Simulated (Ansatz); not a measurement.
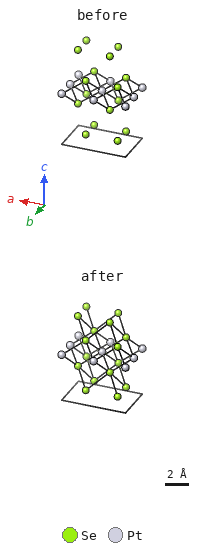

The structure of a slab of composition PtSe4 (cut from the P-3m1 phase) before (top) and after (bottom) a relaxation, at one scale.

Style: ball-and-stick. Shown: the 2 × 2 repeat of the cell, outlined in the plane, without the vacuum, from a free direction.

The slab is the (0 0 1) face of PtSe2.

These are results of DFT PBEsol, scalar-relativistic, plane waves, PAW (Ansatz 0.2.0), not measurements. (plane-wave cutoff 420 eV; k-point mesh 9 × 9 × 1; occupations gaussian; smearing width 0.1 eV; no spin polarisation; dipole correction; atoms relaxed in a fixed cell; force threshold 0.02 eV/Å; at most 60 steps)

Q: What changed between the two?

A: The largest moves relative to the layer's centre, 0.47 Å, are those of Se atoms. Pt stays in place. The cell stays as it was. Among the contacts that change: Se–Se 3.182 → 2.776 Å, Pt–Se 2.514 → 2.582 Å. Bond angles that change, for instance: Se–Pt–Se 83.2° → 86.5°, Se–Pt–Se 96.8° → 93.5°, Pt–Se–Pt 96.8° → 93.5°. The energy falls by 0.705 eV per cell of the calculation in 4 accepted moves (5 points after the start). Largest force component: 0.89 eV/Å at the start, 0.006 eV/Å at the end. The line search rejected the trial step at point 3 of the run.
